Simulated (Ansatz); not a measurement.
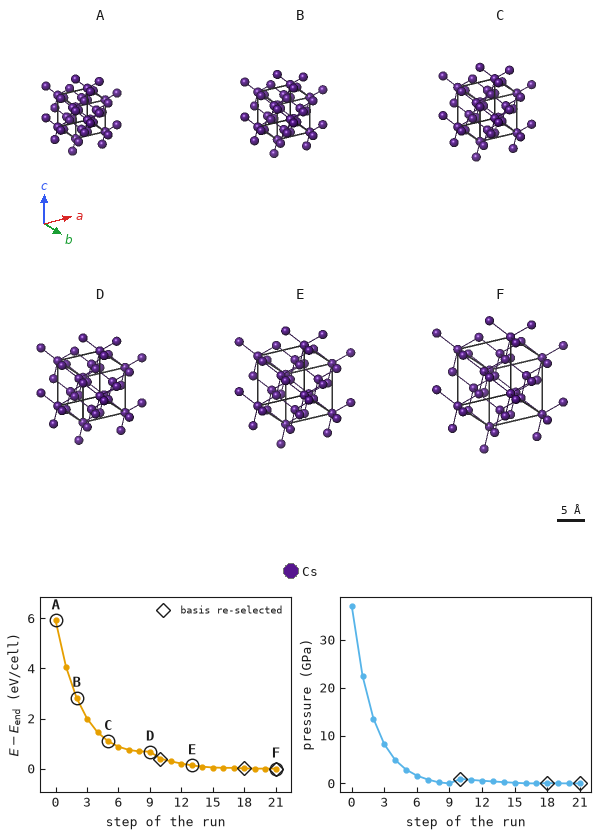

Frames of a relaxation of crystalline Cs (a generated structure, set up in Fd-3m), marked on the history of the run. A ball-and-stick model of the conventional cell (4 times the calculation's cell), seen from a free direction. Lengths and directions refer to the drawn axes.

Case: cell and atoms relaxed from a first guess.

Computed with DFT, PBE, PAW with Ansatz's default frozen-core files, scalar-relativistic (Ansatz 0.2.0). Set-up: plane-wave cutoff 420 eV; k-point mesh 11 × 11 × 11; occupations fermi dirac; smearing width 0.05 eV; no spin polarisation; cell and atoms relaxed; force threshold 0.005 eV/Å; at most 80 steps.

Question: Describe the path.

Answer: The energy falls by 5.916 eV per cell of the calculation in 18 accepted moves (21 points after the start). All forces vanish by symmetry, so only the cell relaxes. The pressure goes from 37.15 to 0.00 GPa. At 3 points the geometry stayed and the basis and grid were re-selected for the new cell (energy shift of 0.280 eV per cell of the calculation at most each time). No atom moves by more than 0.005 Å relative to the cell. Cell: a = b = c 6.439 → 11.467 Å (+78.1 %). Volume +464.9 %. Among the contacts that change: Cs–Cs 2.788 → 4.966 Å. The space group stays Fd-3m (No. 227). From step 0 to 2: volume +32.2 %, energy −3.089 eV per cell of the calculation. From step 2 to 5: volume +46.7 %, energy −1.728 eV per cell of the calculation. From step 5 to 9: volume +47.9 %, energy −0.419 eV per cell of the calculation. From step 9 to 13: volume +34.8 %, energy −0.549 eV per cell of the calculation. From step 13 to 21: volume +46.1 %, energy −0.130 eV per cell of the calculation.

```
step  E − E(0), meV/atom  pressure, GPa  volume, Å³/atom                      note
   0                0.00          37.15           33.371                          
   1             -929.23          22.44           38.493                          
   2            -1544.61          13.54           44.115                          
   3            -1957.47           8.19           50.354                          
   4            -2231.47           4.90           57.230                          
   5            -2408.82           2.89           64.706                          
   6            -2520.24           1.63           72.805                          
   7            -2585.25           0.82           81.554                          
   8            -2615.02           0.23           90.978                          
   9            -2618.21          -0.01           95.679                          
  10            -2758.11           0.95           95.679  same geometry, new basis
  11            -2812.82           0.74          106.141                          
  12            -2856.78           0.56          117.050                          
  13            -2892.80           0.41          128.990                          
  14            -2918.79           0.27          141.388                          
  15            -2935.57           0.14          154.903                          
  16            -2942.21           0.02          168.885                          
  17            -2942.40           0.00          171.787                          
  18            -2954.16           0.08          171.787  same geometry, new basis
  19            -2957.48           0.03          182.566                          
  20            -2957.96           0.00          188.500                          
  21            -2957.99           0.00          188.500  same geometry, new basis
```
